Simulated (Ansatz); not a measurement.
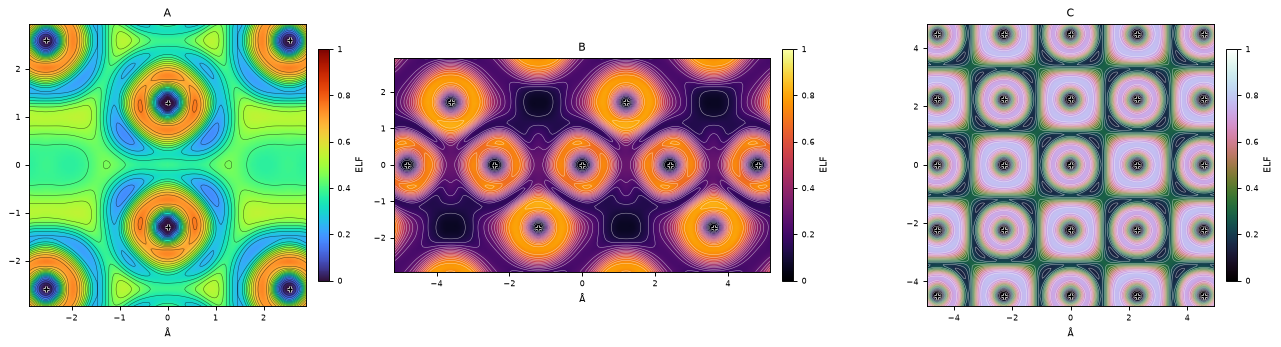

The ELF of 3 systems, each on a plane through atoms (crosses mark nuclei in the plane).

Theory: DFT, PBE, plane-wave PAW, default files, scalar-relativistic, frozen cores in Ansatz.

System 1: TaC, the (11̄0) plane of the conventional cell. Space group I4/mmm; computed pressure about −9 GPa in this cell; the program warned that a starting moment wasn't kept; spin-polarised, but the moments vanished.

```
Ta C
1.0
     2.24500   -2.24500    0.00000
     2.24500    2.24500    0.00000
     0.00000    0.00000    4.57980
Ta C
2 2
Cartesian
  0.0000 0.0000 0.0000
  2.2450 0.0000 2.2899
  2.2450 0.0000 0.0000
  0.0000 0.0000 2.2899
```

System 2: W, the (100) plane of the conventional cell. Space group P4₂/mmc; computed pressure about −6 GPa in this cell.

System 3: TaN, the (110) plane of the conventional cell. Space group P6₃/mmc; computed pressure about 97 GPa in this cell; the program warned that a starting moment wasn't kept; spin-polarised, but the moments vanished.

```xyz
4
Lattice="2.9858 0.0000 0.0000 -1.4929 2.5858 0.0000 0.0000 0.0000 4.8176" Properties=species:S:1:pos:R:3 pbc="T T T"
Ta    0.0000    0.0000    0.0000
Ta    0.0000    0.0000    2.4088
N     0.0000    1.7238    1.2044
N     1.4929    0.8619    3.6132
```

Question: Match each panel to its system.

Answer: Panel A is system 2, W: the plane holds W. W–W (2.59 Å): the ELF is about 0.40 at the midpoint. Panel B is system 3, TaN: the plane holds Ta and N. Ta–N (2.10 Å): the ELF peaks at about 0.80 in the valence shell of N, 0.6 Å from its nucleus, and drops to about 0.15 between the two atoms: no localised pair shows between them. Panel C is system 1, TaC: the plane holds Ta and C. Ta–C (2.25 Å): the ELF peaks at about 0.80 in the valence shell of C, 0.7 Å from its nucleus, and is about 0.25 at the midpoint.
